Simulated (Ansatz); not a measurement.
Single-point calculation of Al5P4

Al5P4 (slab, 9 atoms in the cell), computed with DFT PBEsol, scalar-relativistic, plane waves, PAW, no spin polarisation (Ansatz 0.2.0).

The structure derives from an entry of the Crystallography Open Database. It belongs to a series of runs on one base structure; here: (1 0 0) slab cut from the bulk. Figures and captions count atoms from 1; the log counts them from 0 in places.

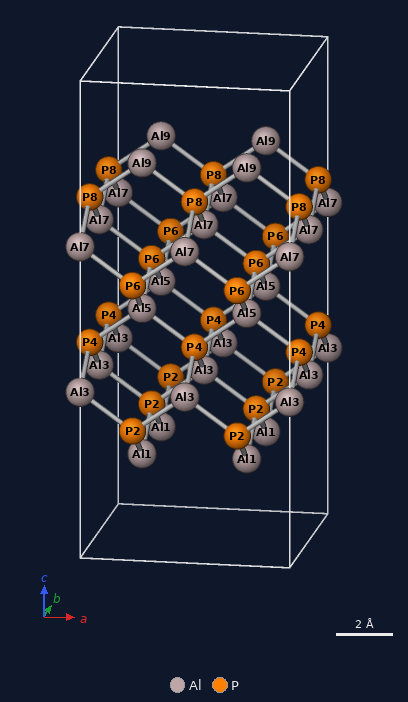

Figure 1. The input geometry (ball-and-stick view of the 2 × 2 repeat of the cell, with the vacuum cut short, seen slightly off an axis; atoms are numbered from 1 in the order of the input).

**Input file**
```yaml
crystal:
  lattice:
    - [3.8681183919, 0.0, 0.0]
    - [0.0, 3.8681183919, 0.0]
    - [0.0, 0.0, 25.9406909813]
  atoms:
    - { symbol: Al, position: [0.5, 0.5, 0.2891210572] }
    - { symbol: P, position: [0.5, 0.0, 0.3418407929] }
    - { symbol: Al, position: [0.0, 0.0, 0.3945605286] }
    - { symbol: P, position: [0.0, 0.5, 0.4472802643] }
    - { symbol: Al, position: [0.5, 0.5, 0.5] }
    - { symbol: P, position: [0.5, 0.0, 0.5527197357] }
    - { symbol: Al, position: [0.0, 0.0, 0.6054394714] }
    - { symbol: P, position: [0.0, 0.5, 0.6581592071] }
    - { symbol: Al, position: [0.5, 0.5, 0.7108789428] }
basis:
  ecutwfc: 420
kpoints:
  mp_grid: { grid: [7, 7, 1] }
hamiltonian:
  xc: pbesol
scf:
  occupations: { method: gaussian, width: 0.05 }
output:
  forces: true
  stress: true
  eigenvalues: true
  write_density: true
  write_potential: true
  elf: true
  volumetric_format: npy
efield:
  axis: 3
  dipole_correction: true
  ramp_width: 0.04
```

Machine: 1 thread of Arm Neoverse V2, 128 GiB of memory available, shared host.

Launch command:
```bash
ansatz run input.yaml --threads 1 --pin off --max-ram 2560MiB --backend cpu --events-out ev --progress --plain --runs-dir out
```

**What the program printed**
```
Engine: ansatz 0.2.0, aarch64-unknown-linux-gnu
Pseudopotentials: kind: paw
Pseudopotential: Al, paw, valence charge 3, recommended cutoff 420 eV (normal), Al.paw.azcp
Pseudopotential: P, paw, valence charge 5, recommended cutoff 420 eV (normal), P.paw.azcp
Functional definition: PBEsol
  exchange = pbesol_x
  correlation = pbesol_c
Crystal: 9 atoms, lattice volume = 388.133 Å³
Basis set: ecut = 420 eV, 7615 PW (Γ), exchange–correlation on 54×54×360 points (8 copies of the dense FFT grid, shifted against one another)
Bands: 27, of which v1, the nominal top of the filled ones, is band 18 counted from 1 (17 counted from 0)
Symmetry: 4 space group operations
k-points: 16 of 49
Non-local potential: Al, projectors of the file, l = 0: 2, l = 1: 2, l = 2: 1
Non-local potential: P, projectors of the file, l = 0: 2, l = 1: 2, l = 2: 2
PAW form: soft (Blöchl's): semilocal exchange-correlation on the pseudo side does not see the compensation charge
PAW frozen core: Al, regenerated for the run's functional, and the local potential with it (the file was generated under x = pbe(κ = 0.804, μ = 0.2195149727645171), c = pbe(β = 0.06672455060314922))
PAW frozen core: P, regenerated for the run's functional, and the local potential with it (the file was generated under x = pbe(κ = 0.804, μ = 0.2195149727645171), c = pbe(β = 0.06672455060314922))
PAW one-centre angular grid: Al, 110 points (default); XC on 64 Gauss nodes
PAW one-centre angular grid: P, 110 points (default); XC on 64 Gauss nodes
Initial density: superposition of atomic densities (neutral atoms: chi_scale 0, normalization atom), corrected by the library's trained network
Initial wavefunctions: pseudopotential atomic-orbital guess
Functional: x = pbesol(κ = 0.804, μ = 0.12345679012345678), c = pbesol(β = 0.046)
SCF iter   1: F=—  HF=-5583.459675 eV  |F-HF|=—  |Δ(HF+E_count)|=         —  Δρ=3.24e-3  dr2=1.21e-1  ethr=1.77e-3  p=0.000 e·Å  D=2.11e-14 V/Å  ΔV_dip=-0.00 eV  dr2_dipole=1.01e-5  V_vac-E_F(+/−)=4.77/4.77 eV  ⟨swp⟩=11.1  Hψ=3278  notcnv=0  defer=6
efield: sawtooth ramp at fractional position 0.9800 (placed from the atoms, in the widest stretch of the axis that holds none; the zero of the levels goes with the place), width 0.0400; the density the first Hamiltonian is built on has a dipole p = 0.000 e·Å; the dipole correction subtracts the counter field D = 2.11e-14 V/Å, which shifts the + side's vacuum level by -0.00 eV against the − side's; the planar-averaged density in the ramp window peaks in size at 4.3e-5 e/Å³
preconditioner: auto → LDOS  [metal: Δε(μ)=0.000 eV  Ē_g=7.727 eV  σ=0.050 eV  W_gap=0.00  n_scr=42 (ndim 8)  ℏωp=11.2 eV  f_vac=0.416  D(μ)=7.71/eV (n_scr^D=50)  β→1.0]
SCF iter   2: F=—  HF=-5583.436267 eV  |F-HF|=—  |Δ(HF+E_count)|=   2.34e-2  Δρ=1.33e-3  dr2=1.09e-2  ethr=3.46e-4  p=0.000 e·Å  D=6.12e-5 V/Å  ΔV_dip=-0.00 eV  dr2_dipole=9.38e-7  V_vac-E_F(+/−)=4.87/4.87 eV  ⟨swp⟩=3.2  Hψ=919  notcnv=0  defer=60
SCF iter   3: F=—  HF=-5583.436555 eV  |F-HF|=—  |Δ(HF+E_count)|=   2.88e-4  Δρ=6.26e-4  dr2=5.42e-3  ethr=3.10e-5  p=0.000 e·Å  D=2.00e-5 V/Å  ΔV_dip=-0.00 eV  dr2_dipole=8.79e-8  V_vac-E_F(+/−)=4.90/4.90 eV  ⟨swp⟩=2.1  Hψ=679  notcnv=0  defer=60
SCF iter   4: F=—  HF=-5583.435800 eV  |F-HF|=—  |Δ(HF+E_count)|=   7.55e-4  Δρ=2.95e-4  dr2=1.02e-3  ethr=1.55e-5  p=0.000 e·Å  D=1.07e-5 V/Å  ΔV_dip=-0.00 eV  dr2_dipole=1.15e-7  V_vac-E_F(+/−)=4.92/4.92 eV  ⟨swp⟩=2.1  Hψ=600  notcnv=0  defer=60
SCF iter   5: F=—  HF=-5583.435603 eV  |F-HF|=—  |Δ(HF+E_count)|=   1.97e-4  Δρ=9.38e-5  dr2=2.59e-4  ethr=2.92e-6  p=0.000 e·Å  D=4.04e-6 V/Å  ΔV_dip=-0.00 eV  dr2_dipole=3.16e-10  V_vac-E_F(+/−)=4.93/4.93 eV  ⟨swp⟩=2.2  Hψ=631  notcnv=0  defer=60
SCF iter   6: F=—  HF=-5583.435584 eV  |F-HF|=—  |Δ(HF+E_count)|=   1.89e-5  Δρ=5.11e-5  dr2=1.21e-4  ethr=7.41e-7  p=0.000 e·Å  D=1.04e-6 V/Å  ΔV_dip=-0.00 eV  dr2_dipole=6.56e-9  V_vac-E_F(+/−)=4.94/4.94 eV  ⟨swp⟩=2.6  Hψ=550  notcnv=0  defer=60
SCF iter   7: F=—  HF=-5583.435570 eV  |F-HF|=—  |Δ(HF+E_count)|=   1.41e-5  Δρ=2.52e-5  dr2=2.92e-5  ethr=3.45e-7  p=-0.000 e·Å  D=-9.54e-7 V/Å  ΔV_dip=0.00 eV  dr2_dipole=1.38e-8  V_vac-E_F(+/−)=4.95/4.95 eV  ⟨swp⟩=2.0  Hψ=398  notcnv=0  defer=60
SCF iter   8: F=—  HF=-5583.435474 eV  |F-HF|=—  |Δ(HF+E_count)|=   9.65e-5  Δρ=1.21e-5  dr2=1.69e-6  ethr=8.36e-8  p=-0.000 e·Å  D=-7.55e-7 V/Å  ΔV_dip=0.00 eV  dr2_dipole=7.81e-9  V_vac-E_F(+/−)=4.95/4.95 eV  ⟨swp⟩=2.2  Hψ=511  notcnv=0  defer=60
SCF iter   9: F=—  HF=-5583.435474 eV  |F-HF|=—  |Δ(HF+E_count)|=   7.45e-8  Δρ=5.06e-6  dr2=4.85e-7  ethr=4.82e-9  p=-0.000 e·Å  D=-4.95e-7 V/Å  ΔV_dip=0.00 eV  dr2_dipole=2.58e-9  V_vac-E_F(+/−)=4.95/4.95 eV  ⟨swp⟩=2.6  Hψ=648  notcnv=0  defer=60
SCF iter  10: F=-5583.435474 eV  HF=-5583.435474 eV  |F-HF|=1.42e-8  |Δ(HF+E_count)|=   1.42e-8  Δρ=2.08e-6  dr2=3.98e-8  ethr=2.86e-10  p=-0.000 e·Å  D=-2.18e-7 V/Å  ΔV_dip=0.00 eV  dr2_dipole=4.10e-11  V_vac-E_F(+/−)=4.95/4.95 eV  ⟨swp⟩=18.6  Hψ=4400  notcnv=0
SCF 1 converged in 10 iterations: F = -5583.435474 eV  dr2 = 3.98e-8
  greatest PAW one-centre occupation: 0.783 electrons in one spin orbital (limit 2), on the P atom at site 7 (counted from 0), in its partial waves of l = 0
```

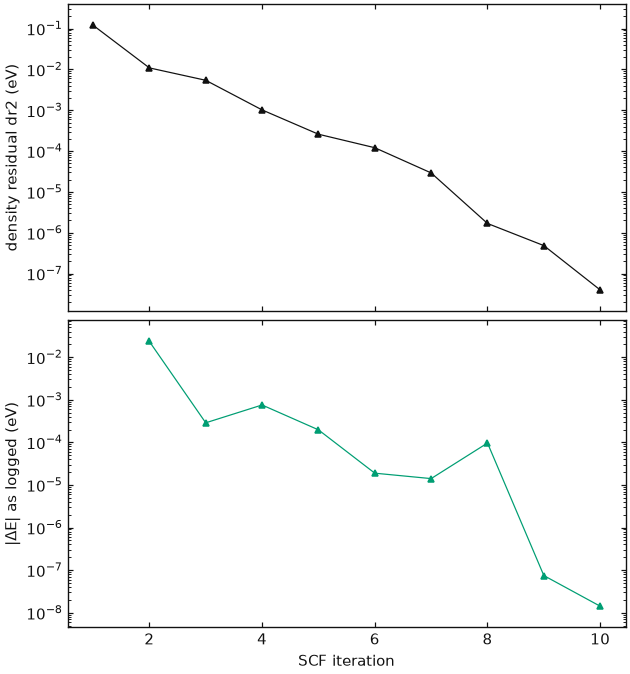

Figure 2. Convergence of the self-consistent field: density residual dr2 and size of the energy change against the SCF iteration. The residual falls at every step.

```
WARN: The output density's exchange-correlation potential varies sharply where the density is thin. Do not read a vacuum level from v_tot or v_xc, or from such a field of the output density. On a cell that repeats whose density bears no net charge and no dipole along the vacuum's axis use v_es (v_loc + v_h of the components); under efield.dipole_correction with no amplitude use v_es + v_field, which holds any external_charges[].barrier, or the levels of the report's work_function block, which leave it out; under a non-zero efield.amplitude the vacuum is tilted and has no level; on a cell that repeats and bears such a dipole with no correction it is tilted too, and efield.dipole_correction with no amplitude gives each side of its ramp a level where efield: is served; in a cell that repeats whose density bears a net charge (total_charge, or a fill off its count) it is curved and has none; of a slab under crystal.periodic whose density bears no net charge use v_es, which has a level on each side, short of where the two are joined; of another it falls or rises all the way out and has none; of a slab beside external_charges read slab_vacuum_level instead, which it has where they leave it neutral. The grid or the basis barely resolves most such structure, and the values can differ between equally converged runs; as a rule a tighter scf.convergence.dr2_threshold does not remove it. Where the density itself ripples (under the LDA too) a higher basis.ecutwfc lessens it. The files hold the spikes' plane waves up to the density's cutoff. Files: v_tot_of_output_density and the like, and their columns of v_z.tsv (output.write_potential); v_xc_of_output_density and the like, and their columns of v_comp_z.tsv (output.write_potential_components). Measured: with its Gaussian average of σ = 0.25 Å subtracted twice, the exchange-correlation potential is over 0.1 eV at 44 of the grid points where the equally averaged density (valence and model cores) is under 1e-3 e/Å³, and 0.240 eV at the most among them, at an averaged density of 4.3e-8 e/Å³. The input density's (outcome.potential() and, of a run that writes arrays, v_tot and v_xc) is over 0.1 eV, so measured, at 5 points of its own thin density, 0.105 eV at the most. See output.write_potential in the manual, Limitations
SCF converged after 10 iterations
Free energy (F): -5583.435474 eV
Harris-Foulkes:  -5583.435474 eV  (|F-HF|=1.42e-8)
Internal energy: -5583.426653 eV  (E = F + TS)
E sigma→0 (E₀):  -5583.431063 eV
Entropy (-TS):   -0.008820 eV (-0.980 meV/atom)
Fermi energy:    0.246023 eV
Dipole field:    D = 0.000006 V/Å  (p = 0.000013 e·Å, saw-weighted, corrected)
Work function:   Φ+ = 4.9519 eV   Φ− = 4.9521 eV
Levels:          The Fermi level and band energies are counted from a zero that moves with the ramp; work functions are not
--- Per-component energies (eV) ---
  E_band       = -167.849887
  E_kinetic    = 389.432642
  E_local      = -9560.976707  (includes V_loc(G=0)·N_el)
  E_nonlocal   = 190.665778
  E_hartree    = 4621.746211
  E_xc         = -435.691916
  E_vxc        = -381.484742  (∫ρ·V_xc dr)
  E_paw        = -4490.509808  (= ΣΔE_a)
  E_vpaw       = -48.973139  (= ΣTr[D̂ρ^β])
  E_aug_tail   = 0.000001  (compensation charges beyond the density's cutoff)
  E_efield     = 0.000000  (sawtooth field / dipole correction)
  E_vefield    = 0.000000  (∫n·V_field dr)
  E_ewald      = 3701.627067
  E_core_change = 0.280079  (= ΣΔE_core)
  E_smearing   = -0.008820  (= −TS)
  E_closure    = -0.000000  (closes the sum)
  Σ components = -5583.435474   (vs F -5583.435474, Δ=0.00e0)
--- Forces (eV/Å), atoms counted from 1 ---
  atom   1  Al     0.00000000     0.00000000    -0.27489156
  atom   2  P      0.00000000     0.00000000     0.18645747
  atom   3  Al     0.00000000     0.00000000     0.11776604
  atom   4  P      0.00000000     0.00000000    -0.03094416
  atom   5  Al     0.00000000     0.00000000    -0.00000097
  atom   6  P      0.00000000     0.00000000     0.03095073
  atom   7  Al     0.00000000     0.00000000    -0.11776412
  atom   8  P      0.00000000     0.00000000    -0.18647336
  atom   9  Al     0.00000000     0.00000000     0.27489227
  max |Σ_I F_I| component: 7.66e-6 eV/Å
--- Stress (GPa, compression-positive) ---
       -0.730743       0.000000       0.000000
        0.000000      -0.730752       0.000000
        0.000000       0.000000       0.378972
  P = ⅓ Tr σ = -0.3608 GPa (-3.608 kbar)
--- Band table (eV; the first three rows and the last of 16) ---
  k-point 0: bands = ["-11.9975", "-11.5847", "-10.9164", "-10.1674", "-5.7781", "-5.0161", "-3.7129", "-2.6282", "-2.6282", "-2.2508", "-2.2508", "-2.1675", "-1.6417", "-1.6417", "-0.9717", "-0.9717", "-0.2642", "0.1807", "1.0687", "1.5643", "2.0232", "2.0823", "2.7021", "2.9814", "3.2989", "3.4548", "3.8806"]
  k-point 1: bands = ["-11.8517", "-11.4542", "-10.8171", "-10.1197", "-5.6839", "-5.0643", "-4.1253", "-3.2816", "-3.0533", "-2.5333", "-2.5094", "-2.1511", "-2.0160", "-1.5797", "-1.4165", "-0.9686", "0.0281", "0.0989", "1.4673", "2.0017", "2.5980", "2.8825", "3.0447", "3.2168", "3.5671", "3.7762", "3.9778"]
  k-point 2: bands = ["-11.4385", "-11.1004", "-10.5846", "-10.0784", "-5.6551", "-5.4758", "-4.9527", "-4.3853", "-3.7213", "-3.4193", "-2.2461", "-2.1770", "-1.8878", "-1.6821", "-1.4486", "-1.0251", "-0.1239", "0.1900", "1.6907", "2.0747", "2.6298", "2.7908", "3.1909", "3.8361", "4.1464", "4.1718", "4.5135"]
  k-point 15: bands = ["-9.9863", "-9.9331", "-9.8469", "-9.7916", "-5.8172", "-5.6430", "-5.6285", "-4.9802", "-4.9218", "-3.7856", "-3.6669", "-3.1028", "-3.0669", "-2.9156", "-2.9058", "-2.7356", "0.0135", "0.2047", "0.5341", "0.5812", "1.8429", "1.9448", "2.4044", "2.9313", "3.5612", "3.9721", "4.0569"]
```

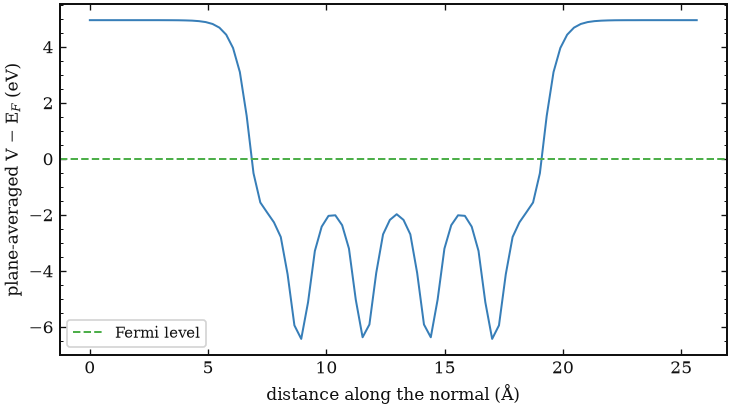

Figure 3. Plane average of the electrostatic potential energy of an electron across the cell, from the Fermi level. The vacuum level lies 4.95 eV above the Fermi level.

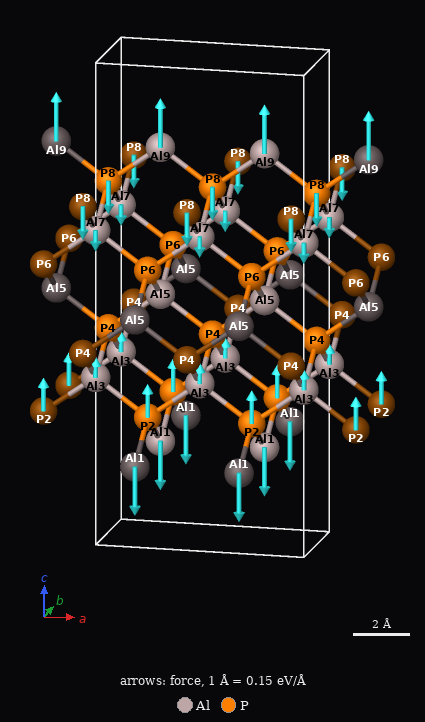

Figure 4. Forces on the atoms as teal arrows (ball-and-stick view of the 2 × 1 repeat of the cell, with the vacuum cut short, seen slightly off an axis; neighbours outside the cell are drawn fainter; atoms are numbered from 1 in the order of the input). The largest act on Al1, Al9 (0.27 eV/Å); P2, P8 (0.19 eV/Å); Al3, Al7 (0.12 eV/Å). The geometry is not a stationary point of this energy.

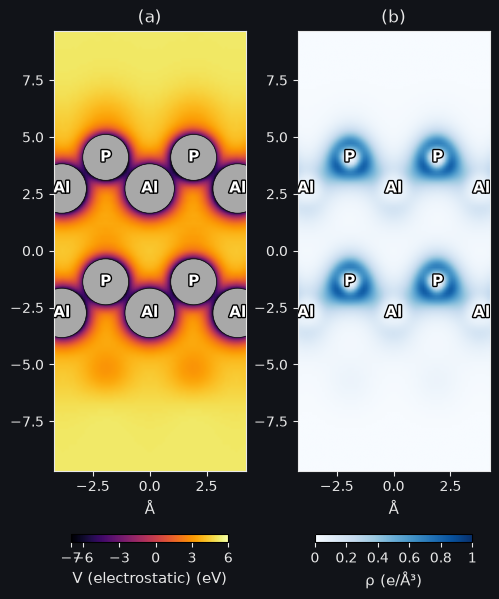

Figure 5. (a) electrostatic potential energy of an electron; (b) valence charge density (pseudo) on the (100) plane of the calculation cell, a cut from vacuum to vacuum. Grey discs, where drawn, cover atomic cores. Atoms in the plane: Al and P. Al–P (2.37 Å): the density is about 0.51 e/Å³ at the midpoint. The density dies away to nearly zero in the vacuum. The fields are those of the smooth PAW valence density.

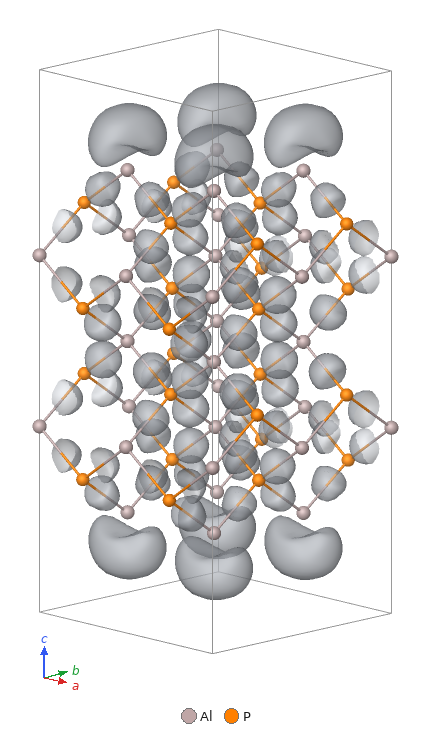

Figure 6. Isosurface of the electron localisation function at 0.85 (grey), seen at an oblique angle. Only the valence region is drawn (cores and ρ < 0.01 e/Å³ removed). Sticks mark near contacts. Counts are for one cell; the picture repeats the cell along the surface. Profiles from the grid: Al–P (2.37 Å): the ELF peaks at about 0.95 between the atoms, as expected for localised, shared-pair bonding.

**Results in brief**

| quantity | value |
| --- | --- |
| outcome | converged |
| electrons treated | 35 |
| free energy | −5583.4355 eV |
| work function, top face | 4.95 eV |
| work function, bottom face | 4.95 eV |
| Fermi energy | 0.246 eV |
| gap on the k-point mesh | none (metallic) |
| work function (upper face) | 4.95 eV |
| largest force (length of the vector) | 0.275 eV/Å |
| wall time | 27 s |
| peak memory | 0.49 GiB |

**Remarks**

Warnings of the run: the exchange-correlation potential is rough where the density is thin.
